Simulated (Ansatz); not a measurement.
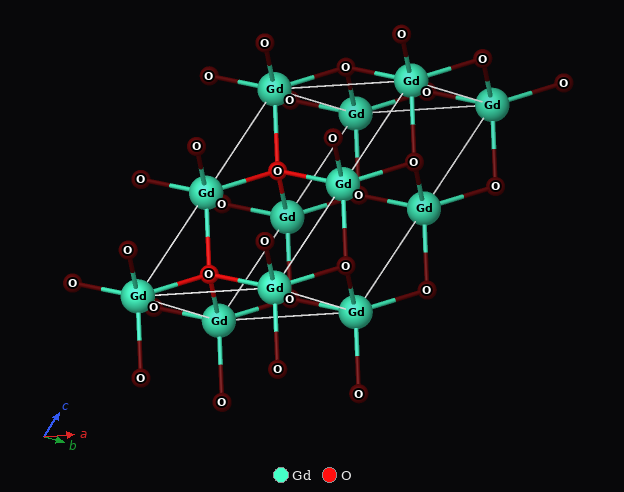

Structure drawing (ball-and-stick), viewed from a general direction. Thin lines show the simulation cell, with boundary atoms drawn in all their periodic places. Atoms just outside the outline that bond to atoms inside are added, in fainter colours.

Here is the input:
```yaml
crystal:
  lattice:
    - [0.0, 2.6799170671, 2.6799170671]
    - [2.6799170671, 0.0, 2.6799170671]
    - [5.3598341342, 5.3598341342, 0.0]
  atoms:
    - { symbol: Gd, position: [0.0, 0.0, 0.0], spin: 7.0 }
    - { symbol: O, position: [0.25, 0.25, 0.125] }
    - { symbol: Gd, position: [0.0, 0.0, 0.5], spin: -7.0 }
    - { symbol: O, position: [0.25, 0.25, 0.625] }
basis:
  ecutwfc: 500
  ecutrho_ratio: 4
kpoints:
  mp_grid: { grid: [12, 12, 6] }
hamiltonian:
  xc: r2scan
scf:
  occupations: { method: gaussian, width: 0.05 }
output:
  forces: true
  stress: true
  eigenvalues: true
  populations: true
  write_density: true
  write_potential: true
  elf: true
  volumetric_format: npy
magnetization:
  spin_polarized: true
```
Run as:
```sh
ansatz run input.yaml --threads 2 --pin off --max-ram 3072MiB --backend cpu --events-out ev --progress --plain --runs-dir out
```

Computational set-up: DFT r2SCAN, scalar-relativistic, plane waves, PAW (Ansatz), wavefunction cutoff 500 eV, the zone sampled with 12×12×6 points, Gaussian smearing of 0.05 eV, collinear spins.

Question: Metal or not?

Answer: A semiconductor at this level, with a gap of 0.45 eV on the k-mesh (the true edges may lie between mesh points, so the gap can be somewhat smaller).

Question: What is the pressure at this volume?

Answer: The computed pressure is -0.3 GPa (stretched: it would shrink).

Question: Is the computed state a magnetic one?

Answer: Yes: the net moment is 0.0 μB and the absolute magnetisation 15.4 μB for the cell drawn.

It goes back to a structure type known for this compound. Earlier steps of the study may have refined or changed the cell and positions. It was the input of a calculation with Ansatz.
